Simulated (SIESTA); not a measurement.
# Energy of Ni along an even scaling of the cell

System: Ni (Im-3m, 1 atom in the cell).
Method: Kohn-Sham DFT of a periodic cell, LDA, PseudoDojo 0.4 standard, converted to PSML, spin-polarised (SIESTA 5.4.2).

The 7 runs differ only in the geometry, by an even scaling of the cell at fixed fractional positions. The structure derives from a Materials Project entry.

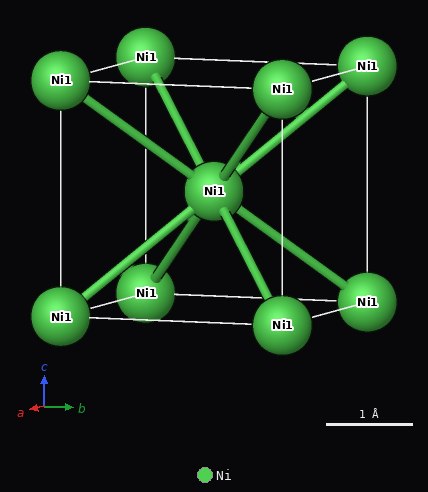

Figure 1. The structure of run 4 (ball-and-stick view of the cell 2 times as large as that of the calculation, set on its symmetry axes, seen slightly off an axis; atoms are numbered from 1 in the order of the input). An atom can appear more than once, as a periodic image.

**Input of run 4**
```
SystemName                      Ni
SystemLabel                     Ni
NumberOfSpecies                 1
NumberOfAtoms                   1
%block ChemicalSpeciesLabel
  1  28 Ni
%endblock ChemicalSpeciesLabel

LatticeConstant                 1.0 Ang
%block LatticeVectors
    -1.3837154700     1.3837154700     1.3837154700
     1.3837154700    -1.3837154700     1.3837154700
     1.3837154700     1.3837154700    -1.3837154700
%endblock LatticeVectors
AtomicCoordinatesFormat         Fractional
%block AtomicCoordinatesAndAtomicSpecies
     0.0000000000     0.0000000000     0.0000000000  1  Ni
%endblock AtomicCoordinatesAndAtomicSpecies

%block kgrid.MonkhorstPack
   13   0   0  0.0
    0  13   0  0.0
    0   0  13  0.0
%endblock kgrid.MonkhorstPack
XC.Functional                   LDA
XC.Authors                      PW92
PAO.BasisSize                   DZP
PAO.EnergyShift                 0.003 Ry
Mesh.Cutoff                     800 Ry
Spin                            polarized
%block DM.InitSpin
    1   1.000
%endblock DM.InitSpin
OccupationFunction              FD
ElectronicTemperature           0.05 eV
MaxSCFIterations                200
SCF.MustConverge                false
SCF.Mixer.Method                Pulay
SCF.Mixer.Weight                0.1
SCF.Mixer.History               10
SCF.DM.Tolerance                5.0e-05
SCF.H.Tolerance                 1.0e-03 eV
WriteForces                     true
Charge.Mulliken                 end
%block PAO.Basis
  Ni 5
  n=3 0 2
    2.442 0.000
  n=4 0 2
    7.025 0.000
  n=3 1 2
    2.721 0.000
  n=4 1 1
    7.025
  n=3 2 2
    4.458 0.000
%endblock PAO.Basis
```

Command:
```bash
siesta Ni.fdf > Ni.out 2>&1
```

Lattice vectors (Å) and fractional positions of run 4:
```
  -1.383715    1.383715    1.383715
   1.383715   -1.383715    1.383715
   1.383715    1.383715   -1.383715
Ni  0.000000  0.000000  0.000000
```

Run 2 differs from it as follows:
```diff
-    -1.3837154700     1.3837154700     1.3837154700
-     1.3837154700    -1.3837154700     1.3837154700
-     1.3837154700     1.3837154700    -1.3837154700
+    -1.3650143198     1.3650143198     1.3650143198
+     1.3650143198    -1.3650143198     1.3650143198
+     1.3650143198     1.3650143198    -1.3650143198
```

**Results, with one run withheld**

| run | volume per atom (Å³) | free energy per atom, from the lowest run given (meV) | pressure (GPa) |
| --- | --- | --- | --- |
| 1 | 9.962 | 0.00 | 1.42 |
| 2 | 10.174 | ? | ? |
| 3 | 10.385 | 7.92 | −7.71 |
| 4 | 10.597 | 20.51 | −11.46 |
| 5 | 10.809 | 38.18 | −15.22 |
| 6 | 11.021 | 60.27 | −18.19 |
| 7 | 11.233 | 86.12 | −21.09 |

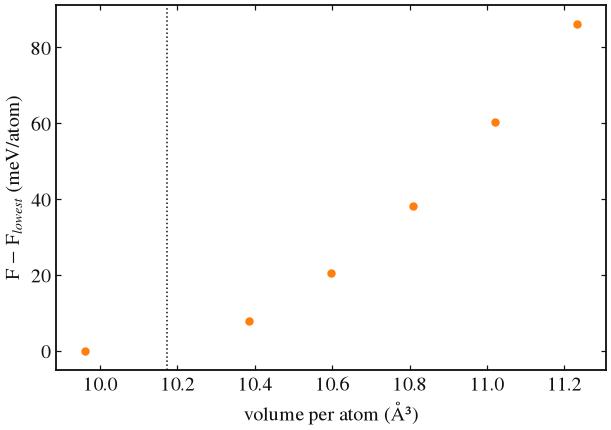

Figure 2. Free energy per atom of the runs given; the dotted line marks run 2.

Estimate the energy of run 2 from the others.

A cubic polynomial in V^(−2/3) (the Birch–Murnaghan form), fitted to the 6 runs given, misses them by at most 0.05 meV per atom. With x = V^(−2/3) − 0.20653 Å⁻², it reads F = 24.862 − 6049.3 x + 3.5582e+05 x² + 6.204e+05 x³ (meV per atom). At run 2 it gives 0.81 meV per atom, and the run itself gives 0.97. The slope of the fit gives a pressure −dF/dV of −3.09 GPa there, and the run prints −2.78 GPa. The two needn't agree exactly: the fit is approximate, and the printed stress is taken on a finite basis. The fit has its minimum at 10.041 Å³ per atom, where V d²F/dV² gives 243 GPa: the bulk modulus at this level, since symmetry fixes the shape and the positions.

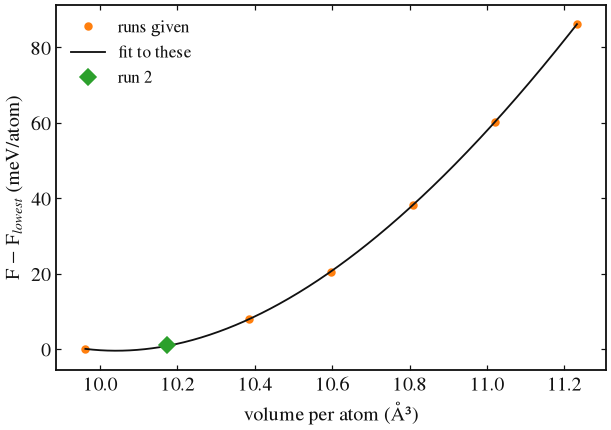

Figure 3. The fit and the withheld run.

**Some lines of the output (run 2)**
```
[...]
outcell: Cell volume (Ang**3)        :     10.1735
stepf: Fermi-Dirac step function
siesta: Etot    =     -4560.815733
siesta: FreeEng =     -4560.832243
        iscf     Eharris(eV)        E_KS(eV)     FreeEng(eV)     dDmax    Ef(eV) dHmax(eV)
siesta: E_KS(eV) =            -4561.9374
siesta: E_KS - E_eggbox =     -4561.9374
siesta: Etot    =     -4561.937403
siesta: FreeEng =     -4561.953832
siesta:         Fermi =      -5.575626
siesta: Cell volume =         10.173529 Ang**3
    Orbital volume contribution        =           0.731524 eV
```

Notes: Points of doubt noted for this run: mulliken charges of long orbitals. With a small basis of atomic orbitals these values can differ much from converged plane-wave results.
